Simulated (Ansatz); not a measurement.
The calculation's input:

```
crystal:
  lattice:
    - [4.0558389475, 0.0, 0.0]
    - [-2.0279194737, 3.5124595622, 0.0]
    - [0.0, 0.0, 4.932018111]
  atoms:
    - { symbol: Al, position: [-0.0002999854, -0.002466258, 0.0014986867] }
    - { symbol: Al, position: [0.3345332749, 0.6765316985, 0.3448644664] }
    - { symbol: Al, position: [0.6663666813, 0.3308670754, 0.6506394733] }
    - { symbol: Cu, position: [0.333033348, 0.6642004087, 0.8430128544] }
    - { symbol: Cu, position: [0.6663666813, 0.3308670754, 0.159984519] }
basis:
  ecutwfc: 420
kpoints:
  mp_grid: { grid: [12, 12, 8] }
hamiltonian:
  xc: lda
scf:
  occupations: { method: gaussian, width: 0.15 }
output:
  forces: true
  stress: true
  eigenvalues: true
  write_density: true
  write_potential: true
  elf: true
  volumetric_format: npy
relax:
  adjacent_minimum: "off"
  f_tol: 0.01
  max_steps: 80
  cell: { stress_tol: 0.1 }
```

Command:

```sh
ansatz run input.yaml --threads 2 --pin off --max-ram 5120MiB --backend cpu --events-out ev --progress --plain --runs-dir out
```

Below, planes, directions and counts refer to the conventional cell (a = 4.06 Å, b = 4.06 Å, c = 4.93 Å, α = 90.00°, β = 90.00°, γ = 120.00°).

The fields are those of the relaxed geometry.

Space group P-3m1; a structure from a database of computed crystals, not necessarily the ambient phase; changed on purpose from its base cell (atom 2 moved 0.06 A; relaxed back); computed without spin polarisation.

Level of theory: DFT LDA, scalar-relativistic, plane waves, PAW (Ansatz 0.2.0).

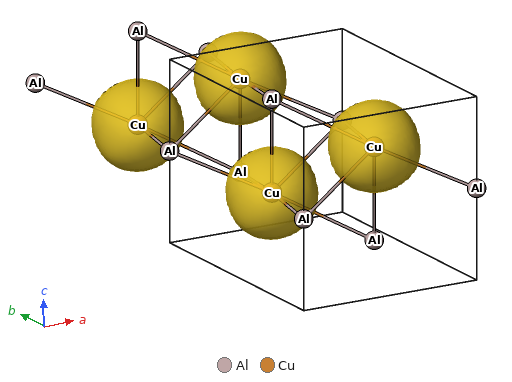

Al3Cu2. Isosurface of the valence pseudo-density at 0.4 e/Å³ (yellow), seen at an oblique angle. Sticks mark near contacts.

How is the density connected at this value?

At this value the density breaks into separate islands; it holds about 75 % of the electrons treated as valence (semicore included). It bridges none of the near contacts. It is pinched off along the shortest Al–Cu (2.42 Å), Al–Al (2.77 Å), Al–Cu (2.47 Å) and Al–Cu (2.51 Å) contacts. On the grid the lowest density along these lines, outside the cores, is 0.3 e/Å³ (Al–Cu, 2.42 Å), 0.23 e/Å³ (Al–Al, 2.77 Å), 0.26 e/Å³ (Al–Cu, 2.47 Å) and 0.23 e/Å³ (Al–Cu, 2.51 Å).

Metal or insulator at this level of theory?

It is metallic or semimetallic at this level of theory: no gap opens.
